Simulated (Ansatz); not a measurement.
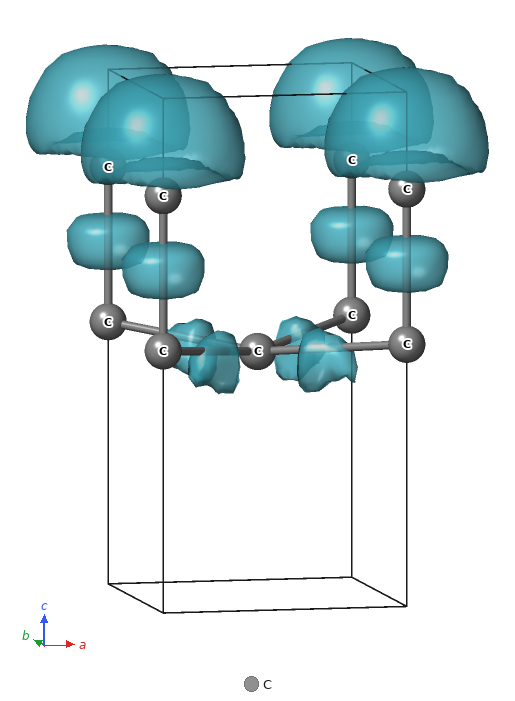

C. Isosurface of the electron localisation function at 0.8 (cyan), seen slightly off an axis. Only the valence region is drawn (cores and ρ < 0.01 e/Å³ removed). Sticks mark near contacts.

Space group P4mm; a structure generated by program, which may or may not match a known phase.

Level of theory: Ansatz 0.2.0, DFT PBE, scalar-relativistic, plane waves, PAW.

Core electrons are frozen (PAW), and the valence fields are smoothed inside the atomic spheres.

Input file:

```
crystal:
  lattice:
    - [2.3450473335, 0.0, 0.0]
    - [0.0, 2.3450473335, 0.0]
    - [0.0, 0.0, 4.7839537311]
  atoms:
    - { symbol: C, position: [0.0, 0.0, 0.5109174255] }
    - { symbol: C, position: [0.0, 0.0, 0.8174645916] }
    - { symbol: C, position: [0.5, 0.5, 0.4656441429] }
basis:
  ecutwfc: 420
kpoints:
  mp_grid: { grid: [20, 20, 10] }
hamiltonian:
  xc: pbe
scf:
  occupations: { method: gaussian, width: 0.1 }
output:
  forces: true
  stress: true
  eigenvalues: true
  write_density: true
  write_potential: true
  elf: true
  volumetric_format: npy
relax:
  adjacent_minimum: "off"
  f_tol: 0.01
  max_steps: 80
  cell: { stress_tol: 0.05 }
```

Command:

```sh
ansatz run input.yaml --threads 1 --pin off --max-ram 2560MiB --backend cpu --events-out ev --progress --plain --runs-dir out
```

Below, planes, directions and counts refer to the conventional cell (a = 2.35 Å, b = 2.35 Å, c = 4.87 Å, α = 90.00°, β = 90.00°, γ = 90.00°).

The fields are those of the run's last geometry, not of the input's.

Q: Identify the bonds, lone pairs and shells in this picture.

A: The ELF exceeds this value in five regions between bonded C–C atoms and one lobe on C, pointing away from the bonds (lone pairs), counted in one cell of 3 atoms. Any copies at cell faces, edges or corners count once.

Values along the shortest contacts:
C–C (1.47 Å): the ELF peaks at about 0.90 between the atoms. C–C (1.67 Å): the ELF peaks at about 0.85 between the atoms.
